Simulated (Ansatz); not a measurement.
# Ta8N7 (cell with a defect): what the fields show

Input file:

```
crystal:
  lattice:
    - [0.0, 0.0, -5.7955432028]
    - [2.9501846797, -5.1098697569, 0.0]
    - [-5.9003693593, 0.0, 0.0]
  atoms:
    - { symbol: Ta, position: [0.25, 0.1666666667, 0.3333333333] }
    - { symbol: Ta, position: [0.75, 0.1666666667, 0.3333333333] }
    - { symbol: Ta, position: [0.25, 0.6666666667, 0.3333333333] }
    - { symbol: Ta, position: [0.75, 0.6666666667, 0.3333333333] }
    - { symbol: Ta, position: [0.25, 0.1666666667, 0.8333333333] }
    - { symbol: Ta, position: [0.75, 0.1666666667, 0.8333333333] }
    - { symbol: Ta, position: [0.25, 0.6666666667, 0.8333333333] }
    - { symbol: Ta, position: [0.75, 0.6666666667, 0.8333333333] }
    - { symbol: "N", position: [0.0, 0.0, 0.5] }
    - { symbol: "N", position: [0.5, 0.5, 0.5] }
    - { symbol: "N", position: [0.0, 0.5, 0.5] }
    - { symbol: "N", position: [0.5, 0.0, 0.0] }
    - { symbol: "N", position: [0.0, 0.0, 0.0] }
    - { symbol: "N", position: [0.5, 0.5, 0.0] }
    - { symbol: "N", position: [0.0, 0.5, 0.0] }
basis:
  ecutwfc: 420
  xc_grid: 2
kpoints:
  mp_grid: { grid: [7, 8, 8], shift: [0.0, 0.0, 0.0] }
hamiltonian:
  xc: pbe
scf:
  occupations: { method: gaussian, width: 0.1 }
output:
  forces: true
  stress: false
  eigenvalues: true
  write_density: true
  write_potential: true
  elf: true
  volumetric_format: npy
relax:
  adjacent_minimum: "off"
  f_tol: 0.025
  max_steps: 45
```

Command:

```sh
ansatz run input.yaml --threads 4 --pin off --max-ram 10240MiB --backend cpu --events-out ev --progress --plain --runs-dir out
```

Computed without spin polarisation.

Method: Ansatz, DFT PBE, scalar-relativistic, plane waves, PAW.

Core electrons are frozen (PAW), and the valence fields are smoothed inside the atomic spheres.

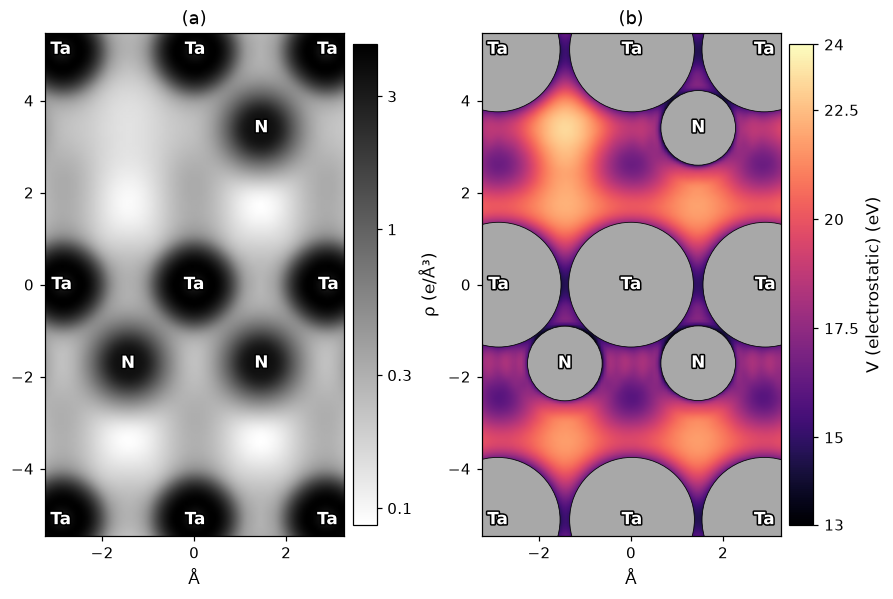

Figure 1. (a) valence pseudo-density; (b) electrostatic potential (local pseudopotential plus Hartree) felt by an electron on the (011) plane of the calculation cell. Grey discs cover the atomic cores in the potential map.

What does the map show?

Answer. The section cuts through Ta and N sites.
Ta–N (2.23 Å): the density is about 0.53 e/Å³ at the midpoint.
Ta–Ta (2.88 Å): the density is about 0.3 e/Å³ at the midpoint.
Ta–Ta (2.92 Å): the density is about 0.29 e/Å³ at the midpoint.
Between the atoms the lowest density in this plane is 0.09 e/Å³.
Outside the cores the potential energy rises away from the atoms and is highest about 2.2 Å from the nearest atoms; its zero is arbitrary.

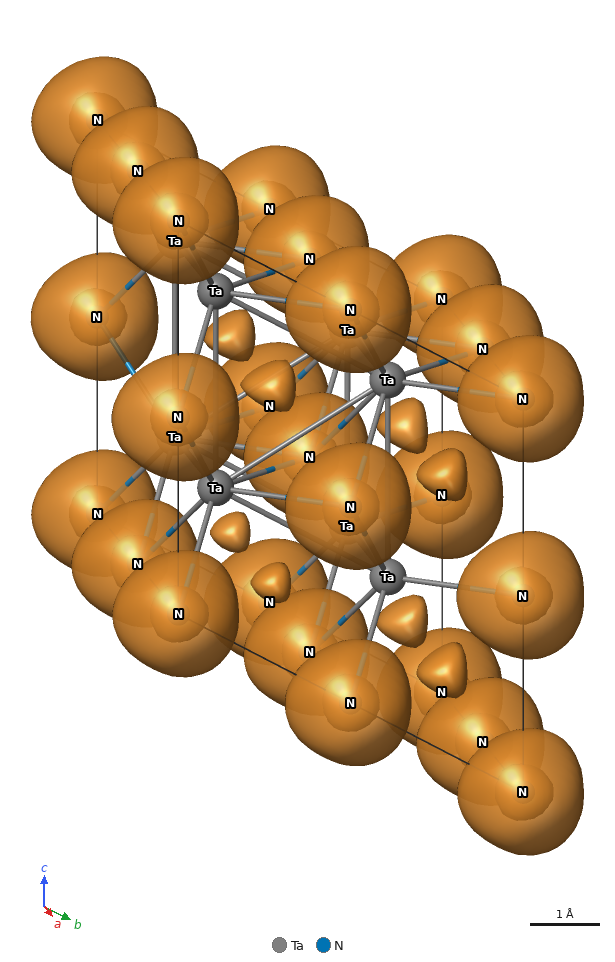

Figure 2. Isosurface of the ELF at 0.65 (orange), seen slightly off an axis. Core shells and regions of very low density are left out. Sticks mark near contacts.

What do the ELF domains correspond to?

Answer. The surface consists of seven regions wrapped around N (the valence shell of each) and eight pockets between the atoms, centred on no nucleus (multi-centre or interstitial), counted in one cell of 15 atoms. Regions shared between cells count once.


Ta–N (2.23 Å): the ELF peaks at about 0.80 in the valence shell of N, 0.7 Å from its nucleus, and is about 0.20 at the midpoint: no localised pair shows between them. Ta–Ta (2.88 Å): the ELF is about 0.30 at the midpoint (no localised pair shows between them).

Metal or insulator at this level of theory?

Answer. It is metallic or semimetallic at this level of theory: no gap opens.
